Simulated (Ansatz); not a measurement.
# W: 5 runs along one coordinate

System: W (3 atoms in the cell).
Method: DFT, LDA (PW92), plane waves (420 eV) with PAW, scalar-relativistic, no spin polarisation (Ansatz 0.2.0).

The 5 runs differ only in the geometry, by an even scaling of the cell at fixed fractional positions.

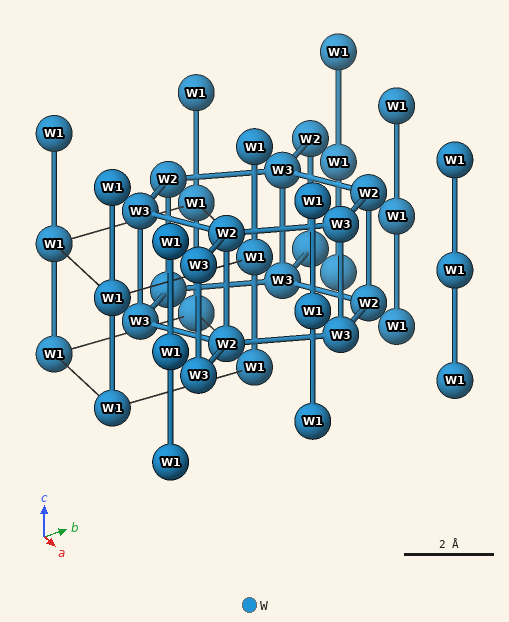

Figure 1. The structure of run 3 (ball-and-stick view of the cell of the calculation, repeated 2 × 2 × 2, seen slightly off an axis; atoms are numbered from 1 in the order of the input).

**Input of run 3**
```yaml
crystal:
  lattice:
    - [4.674205394, 0.0, 0.0]
    - [-2.337102697, 4.0479806137, 0.0]
    - [0.0, 0.0, 2.5993342281]
  atoms:
    - { symbol: W, position: [0.0, 0.0, 0.0] }
    - { symbol: W, position: [0.3333333333, 0.6666666667, 0.5] }
    - { symbol: W, position: [0.6666666667, 0.3333333333, 0.5] }
hamiltonian:
  xc: lda
  pseudopotentials:
    kind: paw
    azcp:
      W: "pseudopotentials/W.paw.azcp"
basis:
  ecutwfc: 420
  fft_grid_basis: typed
kpoints:
  mp_grid: { grid: [9, 9, 14], shift: [0, 0, 0] }
magnetization:
  spin_polarized: false
scf:
  occupations: { method: fermi_dirac, width: 0.1 }
  lower_state_search: "off"
output:
  stress: true
```

Run 2 differs from it as follows:
```diff
-    - [4.674205394, 0.0, 0.0]
-    - [-2.337102697, 4.0479806137, 0.0]
-    - [0.0, 0.0, 2.5993342281]
+    - [4.5511423916, 0.0, 0.0]
+    - [-2.2755711958, 3.9414049274, 0.0]
+    - [0.0, 0.0, 2.5308986659]
```

**Results, with one run withheld**

```tsv
run	volume per atom (Å³)	free energy per atom, from the lowest run given (meV)	pressure (GPa)
1	13.872	251.55	51.22
2	15.133	?	?
3	16.394	0.00	−10.88
4	17.025	61.24	−19.93
5	17.655	154.59	−27.26
```

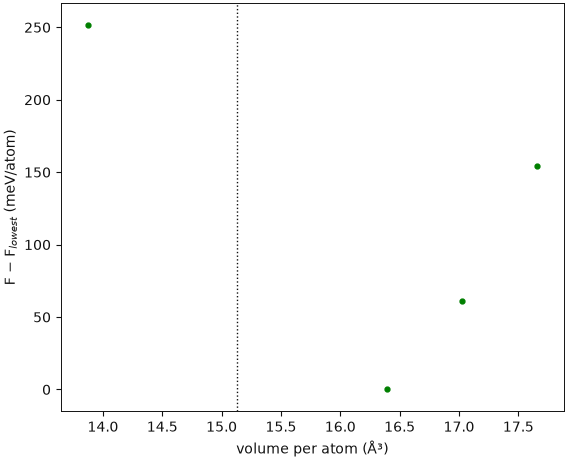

Figure 2. Free energy per atom of the runs given; the dotted line marks run 2.

Estimate the energy of run 2 from the others.

A quadratic polynomial in V^(−2/3) (the Birch–Murnaghan form), fitted to the 4 runs given, misses them by at most 0.11 meV per atom. With x = V^(−2/3) − 0.15669 Å⁻², it reads F = −14.429 − 6039.3 x + 1.3401e+06 x² (meV per atom). At run 2 it gives 5.98 meV per atom, and the run itself gives 5.27. The slope of the fit gives a pressure −dF/dV of 13.93 GPa there, and the run prints 13.91 GPa. The fit has its minimum at 15.781 Å³ per atom, where V d²F/dV² gives 306 GPa. Cell shape and fractional positions are held, so this is the stiffness under even scaling; the relaxed bulk modulus wasn't computed. So low a polynomial doesn't follow these energies more closely.

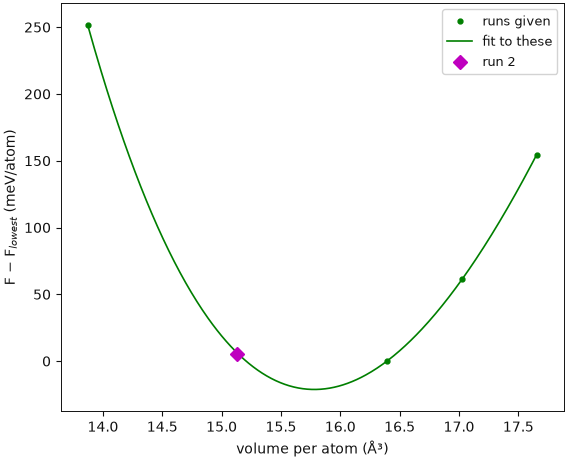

Figure 3. The fit and the withheld run.

**Output, shortened to warnings, some set-up lines, iterations and results (run 2)**
```
Warning: [file] the record states the generating functional pbe (its physics header spells it `PBE`), which answers neither for hamiltonian.xc's functional nor for the lda family's — results may be inconsistent (PPs are generated against a specific XC)
Basis set: ecut = 420 eV, 915 PW (Γ)
Symmetry: 24 space group operations
k-points: 96 of 1134
Initial density: superposition of atomic densities (neutral atoms: chi_scale 0, normalization atom), corrected by the library's trained network
[...]
SCF iter   1: F=—  HF=-30387.893173 eV  |F-HF|=—  |Δ(HF+E_count)|=         —  Δρ=1.11e-2  dr2=5.18e-2  ethr=1.77e-3  ⟨swp⟩=5.1  Hψ=10645  notcnv=0
SCF iter   2: F=—  HF=-30387.886074 eV  |F-HF|=—  |Δ(HF+E_count)|=   7.10e-3  Δρ=7.04e-3  dr2=2.52e-2  ethr=1.23e-4  ⟨swp⟩=1.0  Hψ=3264  notcnv=0
SCF iter   3: F=—  HF=-30387.880655 eV  |F-HF|=—  |Δ(HF+E_count)|=   5.42e-3  Δρ=4.67e-4  dr2=5.02e-5  ethr=5.99e-5  ⟨swp⟩=2.0  Hψ=3152  notcnv=0
SCF iter   4: F=—  HF=-30387.880629 eV  |F-HF|=—  |Δ(HF+E_count)|=   2.56e-5  Δρ=1.14e-4  dr2=4.02e-6  ethr=1.19e-7  ⟨swp⟩=2.2  Hψ=4392  notcnv=0
SCF iter   5: F=-30387.880630 eV  HF=-30387.880630 eV  |F-HF|=9.76e-9  |Δ(HF+E_count)|=   4.33e-7  Δρ=1.39e-5  dr2=4.44e-8  ethr=9.57e-9  ⟨swp⟩=2.2  Hψ=3659  notcnv=0
SCF iter   6: F=-30387.880630 eV  HF=-30387.880630 eV  |F-HF|=2.45e-9  |Δ(HF+E_count)|=   4.61e-9  Δρ=3.00e-6  dr2=3.81e-9  ethr=1.06e-10  ⟨swp⟩=2.4  Hψ=8997  notcnv=0
SCF 1 converged in 6 iterations: F = -30387.880630 eV  dr2 = 3.81e-9
SCF converged after 6 iterations
Free energy (F): -30387.880630 eV
Harris-Foulkes:  -30387.880630 eV  (|F-HF|=2.45e-9)
Internal energy: -30387.772830 eV  (E = F + TS)
E sigma→0 (E₀):  -30387.826730 eV
Entropy (-TS):   -0.107800 eV (-35.933 meV/atom)
Fermi energy:    23.273396 eV
--- Per-component energies (eV) ---
  E_band       = -206.617033
  E_kinetic    = 1362.323113
  E_local      = -1747.080701  (includes V_loc(G=0)·N_el)
  E_nonlocal   = 22.561392
  E_hartree    = 634.196697
  E_xc         = -798.173585
  E_vxc        = -720.735142  (∫ρ·V_xc dr)
  E_paw        = -24930.444368  (= ΣΔE_a)
  E_vpaw       = -392.078539  (= ΣTr[D̂ρ^β])
  E_aug_tail   = -0.000174  (compensation charges beyond the density's cutoff)
  E_ewald      = -4932.004664
  E_core_change = 0.849459  (= ΣΔE_core)
  E_smearing   = -0.107800  (= −TS)
  E_closure    = 0.000000  (closes the sum)
  Σ components = -30387.880630   (vs F -30387.880630, Δ=0.00e0)
--- Stress (GPa, compression-positive) ---
       14.026143       0.000000       0.000000
        0.000000      14.026143       0.000000
        0.000000       0.000000      13.672684
  P = ⅓ Tr σ = 13.9083 GPa (139.083 kbar)
```

Warnings of the run: the PAW datasets were made with another functional. Spin–orbit coupling is left out, which matters for W.
